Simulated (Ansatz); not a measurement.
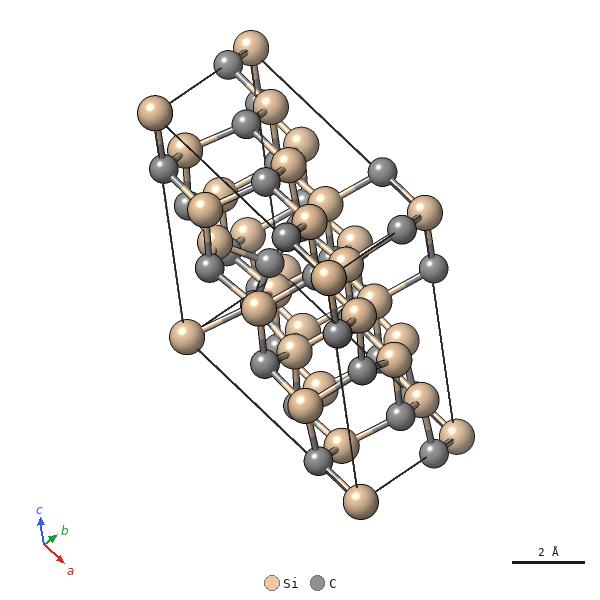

View slightly off an axis, drawn as a ball-and-stick model. The wireframe shows the supercell. The host is SiC, in a cell of 32 sites, and the cell carries a charge of +3.

Question: What kind of defect was put in?

Answer: An interstitial carbon atom. It is bonded to two C and one Si (about 1.4 Å to C, 1.8 Å to Si).

Results below were computed with DFT PBE, scalar-relativistic, plane waves, PAW (Ansatz 0.2.0); the settings were 420 eV cutoff, a 2×2×2 sampling of the Brillouin zone, Gaussian smearing of 0.01 eV, collinear spins.

Question: Does the defective cell carry a moment?

Answer: Yes, 1.0 μB in the cell.

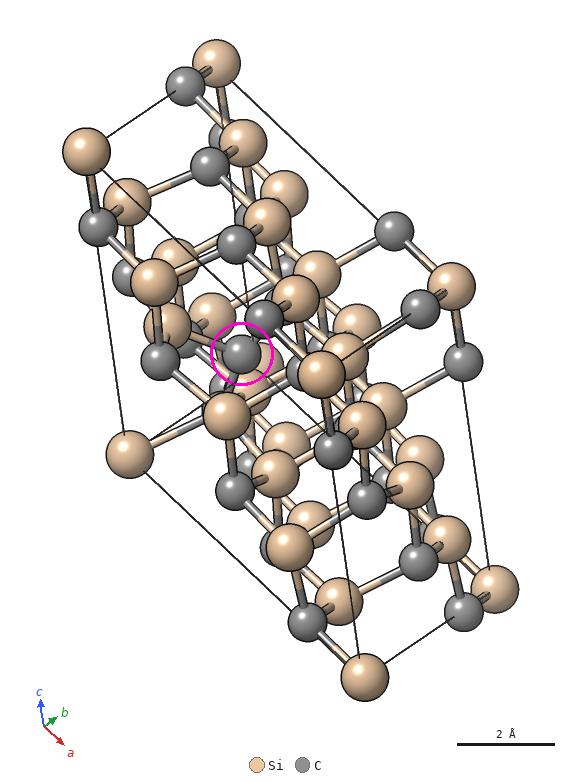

The same cell with a ring at the defect's site.

The atoms were relaxed in the host's cell with Ansatz 0.2.0, DFT PBE, scalar-relativistic, plane waves, PAW.
